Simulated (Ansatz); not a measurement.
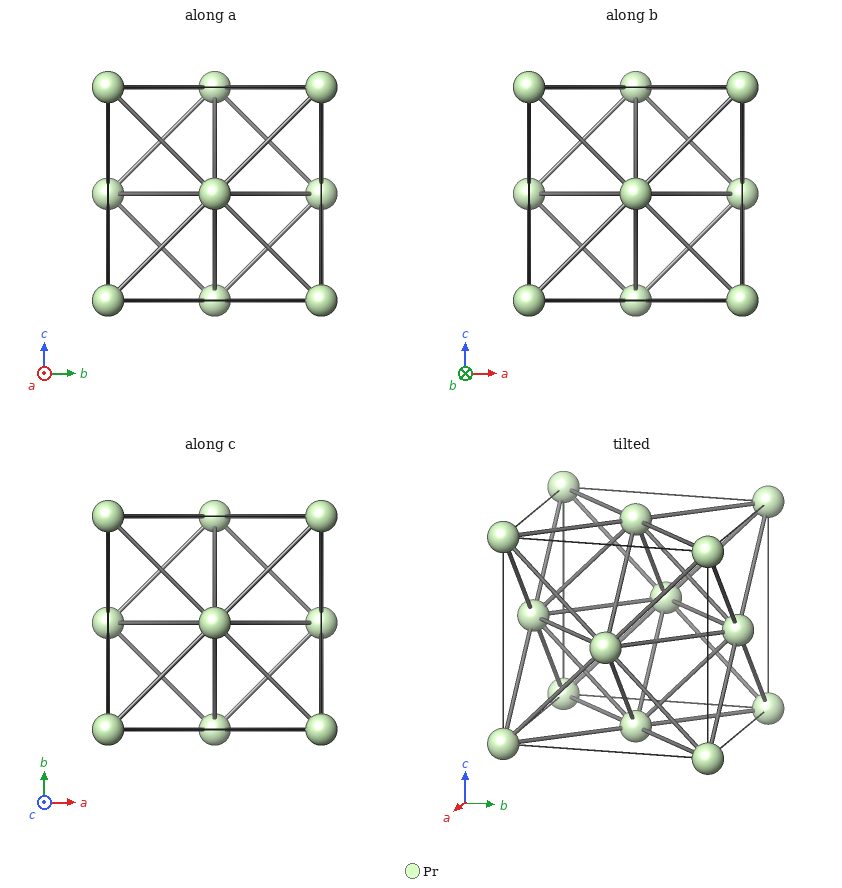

The crystal in a ball-and-stick representation, seen along the a axis, along the b axis, along the c axis and slightly off an axis. The edges of the conventional unit cell are marked.

Lattice parameters: a = 5.428 Å, b = 5.428 Å, c = 5.428 Å, α = 90.00°, β = 90.00°, γ = 90.00°. Put a along x and b in the xy plane.

Express the structure as a POSCAR file.

```
Pr
1.0
     5.428    0.000    0.000
     0.000    5.428    0.000
     0.000    0.000    5.428
Pr
4
Direct
  0.0000 0.0000 0.0000
  0.0000 0.5000 0.5000
  0.5000 0.0000 0.5000
  0.5000 0.5000 0.0000
```

Its origin is a structure type filled with this element by a generator (whether the element takes this form wasn't checked). The cell was then strained or its atoms displaced on purpose. It was set up as input for a calculation with Ansatz.
